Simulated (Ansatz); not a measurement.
# HfO3: what the fields show

The calculation's input:

```
crystal:
  lattice:
    - [0.0, 2.653330411, 2.653330411]
    - [2.653330411, 0.0, 2.653330411]
    - [2.653330411, 2.653330411, 0.0]
  atoms:
    - { symbol: Hf, position: [0.5, 0.5, 0.5] }
    - { symbol: O, position: [0.0, 0.0, 0.0] }
    - { symbol: O, position: [0.25, 0.25, 0.25] }
    - { symbol: O, position: [0.75, 0.75, 0.75] }
basis:
  ecutwfc: 420
kpoints:
  mp_grid: { grid: [16, 16, 16] }
  band_path:
    path:
      - [[0.0, 0.0, 0.0], [0.5, 0.0, 0.5], [0.625, 0.25, 0.625]]
      - [[0.375, 0.375, 0.75], [0.0, 0.0, 0.0], [0.5, 0.5, 0.5], [0.5, 0.25, 0.75], [0.5, 0.0, 0.5]]
    npoints: 14
hamiltonian:
  xc: pbe
scf:
  occupations: { method: gaussian, width: 0.1 }
  n_extra_bands: 10
output:
  forces: true
  stress: true
  eigenvalues: true
  populations: true
  dos: { projected: true, de: 0.02, nscf_kmesh: { grid: [20, 20, 20] } }
  bader: true
  write_density: true
  write_potential: true
  elf: true
  volumetric_format: npy
```

Command:

```sh
ansatz run input.yaml --threads 1 --pin off --max-ram 2560MiB --backend cpu --events-out ev --progress --plain --runs-dir out
```

Below, planes, directions and counts refer to the conventional cell (a = 5.31 Å, b = 5.31 Å, c = 5.31 Å, α = 90.00°, β = 90.00°, γ = 90.00°).

Space group Fm-3m; a structure generated by program, which may or may not match a known phase.

Theory: DFT PBE, scalar-relativistic, plane waves, PAW in Ansatz.

The density is the valence pseudo-density of a PAW calculation; it isn't the true density close to the nuclei.

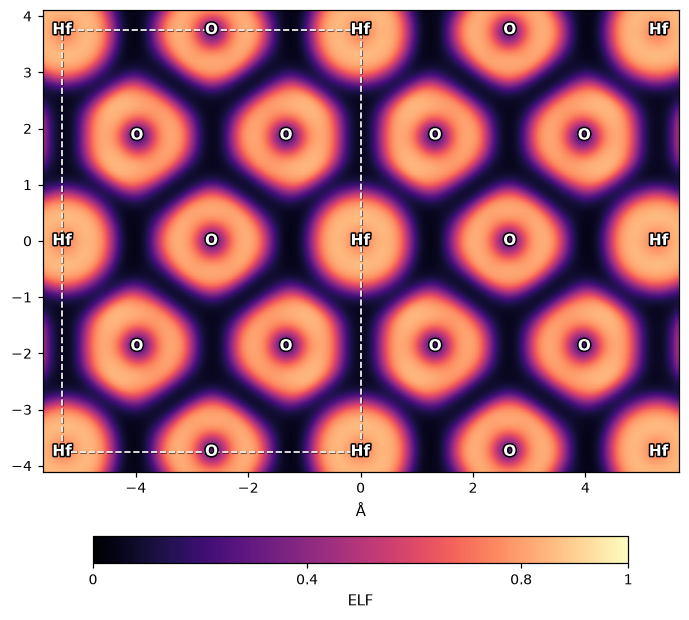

Figure 1. Electron localisation function on the (011) plane of the conventional cell.

**What do the fields say about this system?**

- The plane passes through Hf and O nuclei.
- Hf–O (2.30 Å): the ELF peaks at about 0.85 in the valence shell of O, 0.7 Å from its nucleus, and drops to about 0.15 between the two atoms (no shared electron pair shows on this line).
- Hf–O (2.65 Å): the ELF is about 0.05 at the midpoint (no localised pair shows between them).
- The features right at Hf lie inside the PAW spheres, where the map follows smoothed inner orbitals and isn't to be read closely.

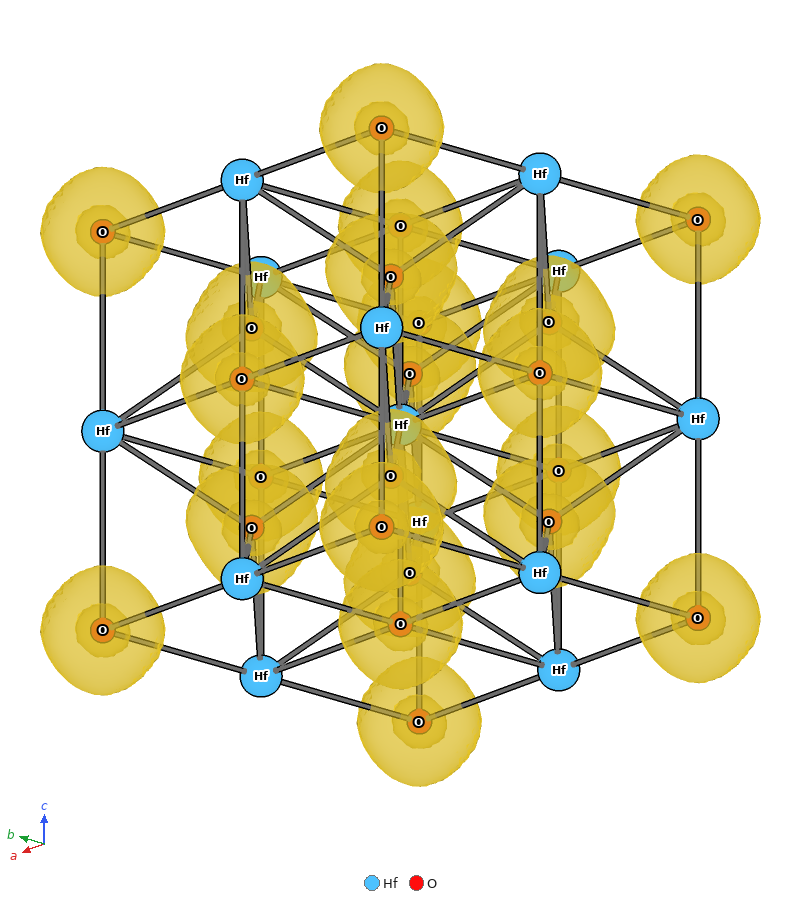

Figure 2. Isosurface of the ELF at 0.7 (yellow), seen at an oblique angle. Core shells and regions of very low density are left out. Sticks mark near contacts.

**Where are the electrons localised?**

The ELF exceeds this value in twelve regions wrapped around O (the valence shell of each), counted in one cell of 16 atoms. Regions shared between cells count once.

**What Bader charges does the calculation give?**

Electrons move from Hf towards O. Bader charges: Hf +2.67 and O −1.03 to −0.61 e.

**Does the calculation make it a metal, or give it a gap?**

It is metallic or semimetallic at this level of theory: no gap opens.
